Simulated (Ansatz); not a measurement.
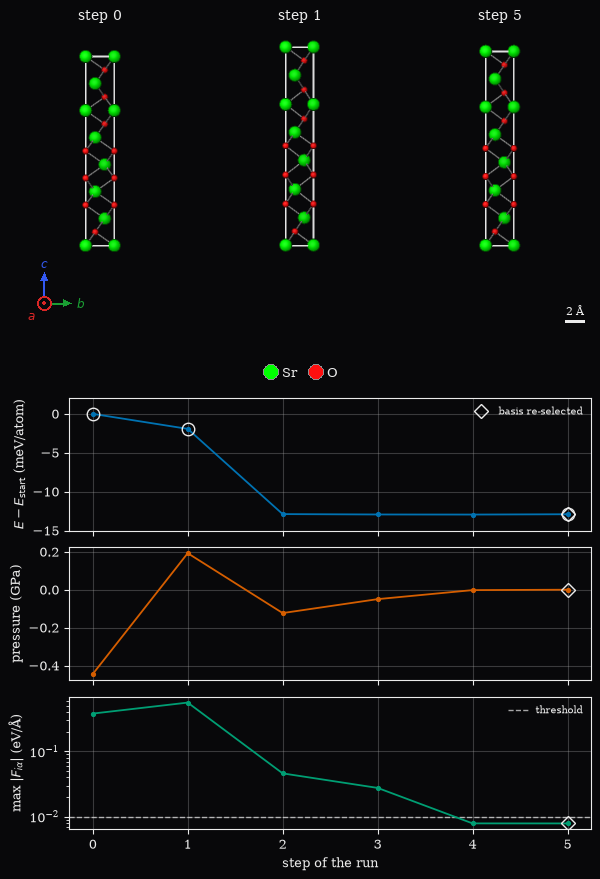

Frames of a relaxation of solid SrO (a generated structure, set up in P-3m1), marked on the history of the run. The picture is a ball-and-stick view of the cell of the calculation, seen along the a axis.

Case: stacking ABCBCAC.

Method: DFT r2SCAN, scalar-relativistic, plane waves, PAW (Ansatz). Settings: plane-wave cutoff 500 eV; k-point mesh 6 × 6 × 2; occupations gaussian; smearing width 0.02 eV; no spin polarisation; cell and atoms relaxed; force threshold 0.01 eV/Å; at most 45 steps.

Q: Describe the path.

A: The largest moves relative to the cell, 0.049 Å, are those of O atoms. Largest moves by element: O 0.049 Å, Sr 0.029 Å. The drawn cell changes as follows: a = b 3.649 → 3.588 Å (−1.7 %), c 20.853 → 21.407 Å (+2.7 %); the volume changes by −0.7 %. Near-neighbour distances that change, for instance: Sr–Sr 3.649 → 3.588 Å, O–Sr 2.580 → 2.560 Å, O–Sr 2.580 → 2.585 Å. Among the angles between lasting bonds that change: O–Sr–O 70.5° → 73.5°, Sr–O–Sr 90.0° → 87.9°, Sr–O–Sr 90.0° → 92.1°. The space group stays P-3m1 (No. 164). The energy falls by 12.9 meV per atom in 4 accepted moves (5 points after the start). The largest force component goes from 0.38 to 0.0078 eV/Å. The pressure goes from −0.44 to 0.00 GPa. The SCF was repeated once at an unchanged geometry on a basis and grid sized afresh for the cell, which shifted the energy by less than 0.05 meV per atom at most. From step 0 to 1: O atoms move most (0.10 Å), volume −1.1 %, energy −1.9 meV per atom. From step 1 to 5: O atoms move most (0.05 Å), volume +0.3 %, energy −11.0 meV per atom.

| step | E − E(0), meV/atom | largest force component, eV/Å | pressure, GPa | volume, Å³/atom | note |
| --- | --- | --- | --- | --- | --- |
| 0 | 0.00 | 0.3820 | -0.44 | 17.173 |  |
| 1 | -1.93 | 0.5635 | 0.19 | 16.992 |  |
| 2 | -12.88 | 0.0461 | -0.12 | 17.077 |  |
| 3 | -12.92 | 0.0276 | -0.05 | 17.061 |  |
| 4 | -12.93 | 0.0079 | 0.00 | 17.051 |  |
| 5 | -12.89 | 0.0078 | 0.00 | 17.051 | same geometry, new basis |
